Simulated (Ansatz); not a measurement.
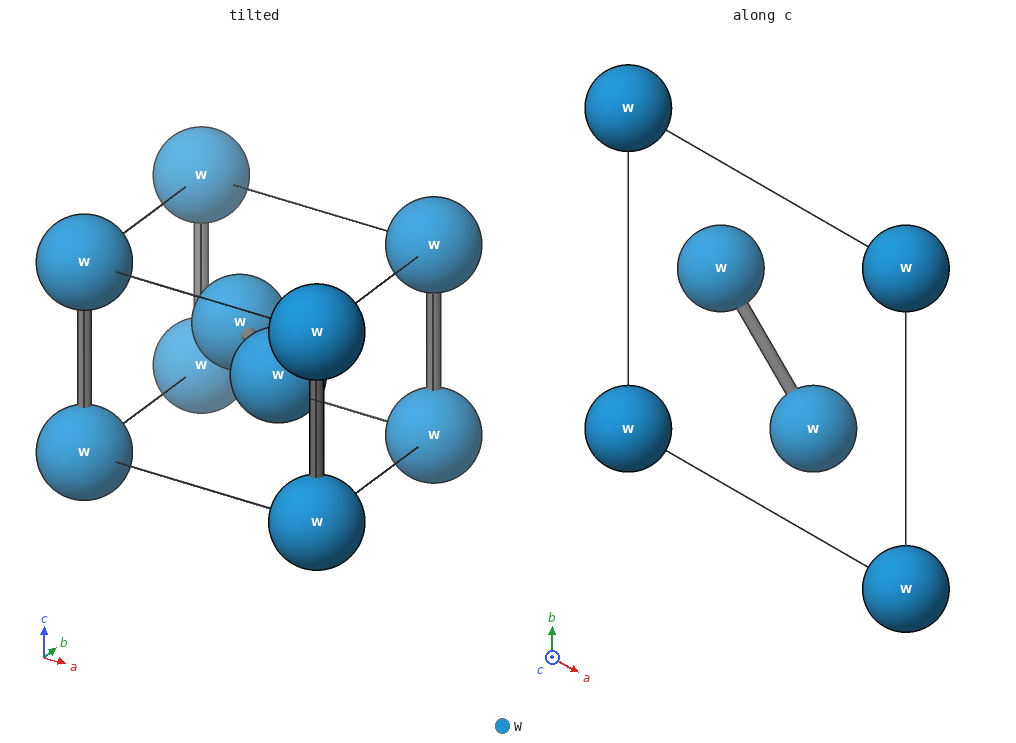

The crystal in a ball-and-stick representation, seen slightly off an axis and along the c axis. The frame is the conventional unit cell; atoms at its boundary are shown with their periodic copies.

The box has a = 4.67 Å, b = 4.67 Å, c = 2.59 Å, α = 90.00°, β = 90.00°, γ = 120.00°.

Bonds shown: W–W up to 2.90 Å (cut-off distances).

How many atoms does the cell contain?

3 (tungsten), counting shared atoms by their share.

What is the Hermann-Mauguin symbol of the space group?

P6/mmm (No. 191), with W on 1a and W on 2d.

Structure type?

Ω phase (AlB₂-like).

Origin of the cell: a textbook structure type filled with this element (whether it is the usual form wasn't checked). The picture shows the end point of a geometry optimisation with DFT r2SCAN, scalar-relativistic, plane waves, PAW in Ansatz.
